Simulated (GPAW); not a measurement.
## ZnS (F-43m): refractive index against wavelength

The refractive index of ZnS (F-43m) below the direct gap (1.86 eV on the mesh) is read from one computed spectrum, n = √(Re ε).

Symmetry: F-43m, No. 216, cubic system. Conventional cell: a = 5.404 Å, b = 5.404 Å, c = 5.404 Å, α = 90.00°, β = 90.00°, γ = 90.00°. Around Zn on site c lie 4 S at 2.34 Å. S on site a has 4 Zn at 2.34 Å as nearest neighbours.

Method: GPAW 26.7.0, LDA, RPA, k-mesh 11×11×11, local fields up to 50 eV, Lorentzian half width 0.15 eV.

Launch of the response step: `OMP_NUM_THREADS=1 python df.py`. The run took 69 s, its band step included, on 1 thread of Arm Neoverse V1, with other jobs on the host.

| wavelength (nm) | photon energy E (eV) | n |
| --- | --- | --- |
| 3000 | 0.413 | 2.4648 |
| 2000 | 0.620 | 2.4745 |
| 1550 | 0.800 | ? |
| 1310 | 0.946 | 2.4995 |
| 1064 | 1.165 | 2.5246 |

In the single-oscillator model n² − 1 = E₀E_d/(E₀² − E²), so 1/(n² − 1) = E₀/E_d − E²/(E₀E_d) is linear in E².

Working, on the rows shown:

| x = E² (eV²) | y = 1/(n² − 1) |
| --- | --- |
| 0.170801 | 0.197035 |
| 0.384302 | 0.195192 |
| 0.895757 | 0.190567 |
| 1.35784 | 0.186095 |

Means: x̄ = 0.70218, ȳ = 0.19222. Σ(x − x̄)(y − ȳ) = -0.00784, Σ(x − x̄)² = 0.8508. Slope = -0.00784 / 0.8508 = -0.009215; intercept = ȳ − slope · x̄ = 0.19869. Turned back into n, the line misses the rows shown by at most 0.00071.

Task: Predict the last column of the withheld row from the fit.

Result: At x = 0.63984 the line gives y = 0.1928, that is 2.4873. The run gave 2.4867, so the interpolation is off by 0.00063, 1.1 % of the range in the table.

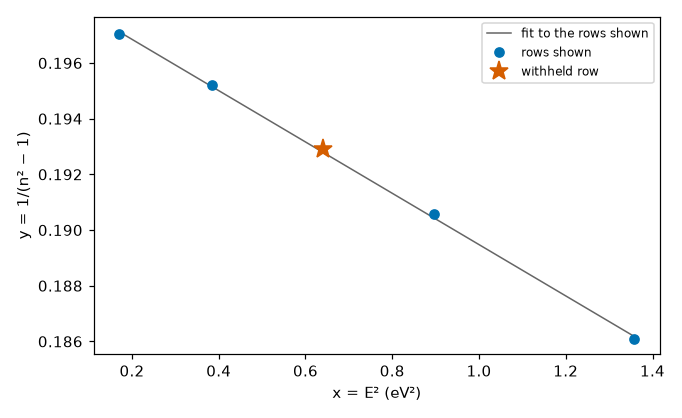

Refitted with all rows, the slope is -0.009221 and the intercept 0.19872. These give E₀ = √(intercept/−slope) = 4.64 eV and E_d = E₀/intercept = 23.4 eV; E₀ is 2.5 times the direct gap. The electronic limit at long wavelengths, without lattice vibrations, is n = √(1 + 1/intercept) = 2.456. The cell comes from an older database entry, whose edges can be off by a per cent or so. Excitons are left out; LDA gaps are as a rule too small. The values come from a sum over the points of one k-mesh and carry its error, which grows as the direct gap shrinks.
